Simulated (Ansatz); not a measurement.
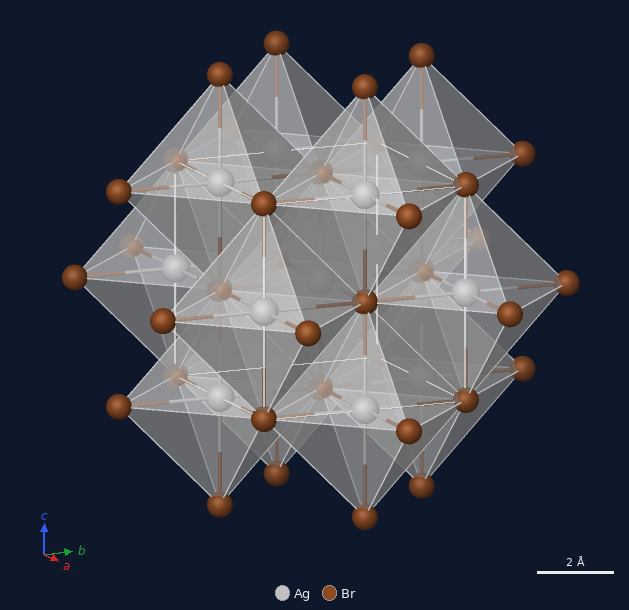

This polyhedral model is shown slightly off an axis. Lines trace the edges of the drawn cell (a repeat of the simulation cell). Some neighbours outside the box are added.

AgBr, a = 5.84 Å, b = 5.84 Å, c = 5.84 Å, α = 90.00°, β = 90.00°, γ = 90.00°.

Theory: Ansatz 0.2.0, DFT PBE, scalar-relativistic, plane waves, PAW. Numerical settings: a kinetic-energy cutoff of 420 eV, k-points about 0.22 Å⁻¹ apart, Gaussian smearing of 0.02 eV, no spin polarisation.

Predict the gap.

Answer. A semiconductor at this level, with a gap of 0.69 eV on the k-mesh (the true edges may lie between mesh points, so the gap can be somewhat smaller).

It goes back to a structure type filled with these elements by a generator (whether the compound takes this form wasn't checked). Earlier steps of the study may have refined or changed the cell and positions. It went into a calculation with Ansatz.
